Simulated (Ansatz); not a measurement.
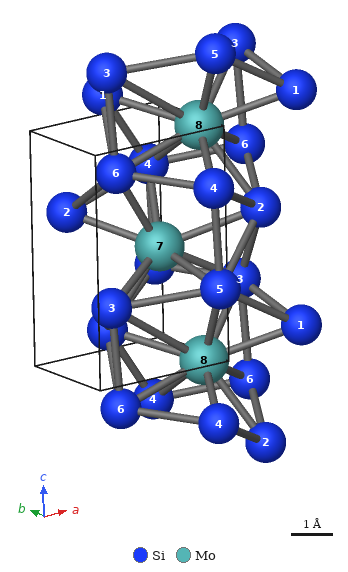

Starting structure of crystalline Si₃Mo (a generated structure, set up in P1) (coarse preliminary run). The picture is a ball-and-stick view of the cell of the calculation, seen slightly off an axis.

Level of theory: Ansatz 0.2.0, DFT PBE, scalar-relativistic, plane waves, PAW.

Input
```yaml
crystal:
  lattice:
    - [4.6354027614, 0.0, 0.0]
    - [2.0547544222, 4.2105884574, 0.0]
    - [0.5044158787, 0.1532734002, 5.8412349345]
  atoms:
    - { symbol: Si, position: [0.4365319386, 0.7391217457, 0.1259715889] }
    - { symbol: Si, position: [0.2403323523, 0.9375956087, 0.6299867507] }
    - { symbol: Si, position: [0.2479837506, 0.2908066082, 0.28889535] }
    - { symbol: Si, position: [0.7900216239, 0.7577908277, 0.7860742209] }
    - { symbol: Si, position: [0.8636350751, 0.8350806815, 0.3414889121] }
    - { symbol: Si, position: [0.3362014742, 0.3563129642, 0.8441326897] }
    - { symbol: Mo, position: [0.6880734471, 0.4081253308, 0.4843453577] }
    - { symbol: Mo, position: [0.8972203382, 0.1751662331, 0.99910513] }
basis:
  ecutwfc: 420
kpoints:
  mp_grid: { grid: [4, 4, 4] }
hamiltonian:
  xc: pbe
scf:
  occupations: { method: gaussian, width: 0.1 }
  lower_state_search: "off"
output:
  forces: true
  stress: true
  eigenvalues: true
relax:
  adjacent_minimum: "off"
  f_tol: 0.04
  max_steps: 70
  cell: { stress_tol: 0.4 }
```

Command:
```bash
ansatz run input.yaml --threads 1 --pin off --max-ram 2560MiB --backend cpu --events-out ev --progress --plain --runs-dir out
```

Where does the relaxation end?

The largest move relative to the cell is that of Si5, 0.33 Å along [−3 3 −1]. Largest moves by element: Si 0.33 Å, Mo 0.22 Å. Cell: a 4.635 → 4.628 Å (−0.2 %), b 4.685 → 4.628 Å (−1.2 %), c 5.865 → 5.938 Å (+1.2 %), α 86.5° → 90.0°, β 85.1° → 89.9°, γ 64.0° → 65.9°. Volume +1.8 %. Near-neighbour distances that change, for instance: Si3–Mo8 3.169 → 3.608 Å, Si4–Si5 2.624 → 3.042 Å, Si3–Si6 2.626 → 3.040 Å, Si3–Si6 (another image) 3.366 → 3.056 Å. Within 0.06 Å the space group is P1 at the start and Cmc2_1 at the end; at a tighter tolerance small leftover displacements or strains of the cell lower it. Over 4 accepted moves (6 points after the start) the energy falls by 72.7 meV per atom. Largest force component: 1.2 eV/Å at the start, 0.032 eV/Å at the end. The pressure goes from 0.93 to −0.17 GPa. The line search rejected the trial step at point 4 of the run. At 1 point the geometry stayed and the basis and grid were re-selected for the new cell (energy shift of 0.1 meV per atom at most each time).

Final geometry:

```
Si Mo
1.0
     4.62291   -0.08853   -0.19388
     1.96880    4.18635   -0.13545
     0.25582    0.07550    5.93204
Si Mo
6 2
Direct
  0.41345 0.71273 0.12777
  0.21229 0.91354 0.62739
  0.23373 0.32462 0.31769
  0.82471 0.73360 0.81809
  0.80064 0.89074 0.31904
  0.39086 0.30057 0.81897
  0.69523 0.42910 0.48558
  0.92909 0.19510 0.98546
```

After the run, drawn alike:

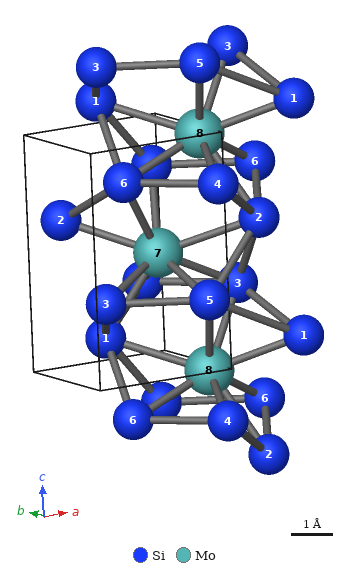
